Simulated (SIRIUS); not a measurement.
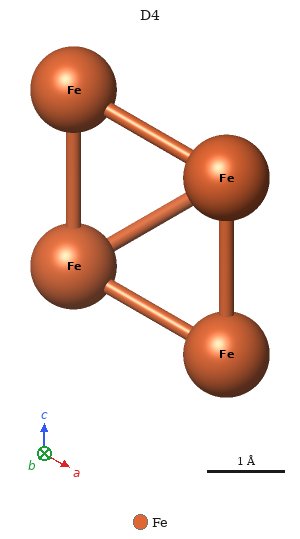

A crystal of Fe (set up in Im-3m), relaxed (cell and atoms) with several dispersion corrections. The picture shows the result with D4. Style: ball-and-stick. Shown: the cell of the calculation, along the b axis.

Computed with SIRIUS 7.12.0: revPBE, dojo-sr-pbe-0.4.1-standard. Set-up: plane-wave cutoff 1228 eV; k-point mesh 6 × 6 × 6; occupations fermi-dirac; smearing width 0.05 eV; optimiser BFGS; collinear spin.

| dispersion correction | volume (Å³/atom) | a (Å) |
| --- | --- | --- |
| D4 | 11.152 | 2.438 |
| D3(BJ) | 11.061 | 2.431 |
| D3 | 11.031 | 2.429 |
| none | ? | ? |

### Fill in the missing row.

With none the volume is the largest of the series, above D4 (11.152). The calculation gives 11.582 Å³/atom (a = 2.469 Å). In order of volume: D3 < D3(BJ) < D4 < none; the spread is 5.0 %.

Each member starts from this one structure; whether another phase lies lower wasn't checked.

Limits of the set-up: the k-point mesh is coarse for a cell with partly filled bands; only the magnetic order of this start and cell was tried (total moment 2.2 μB per cell).
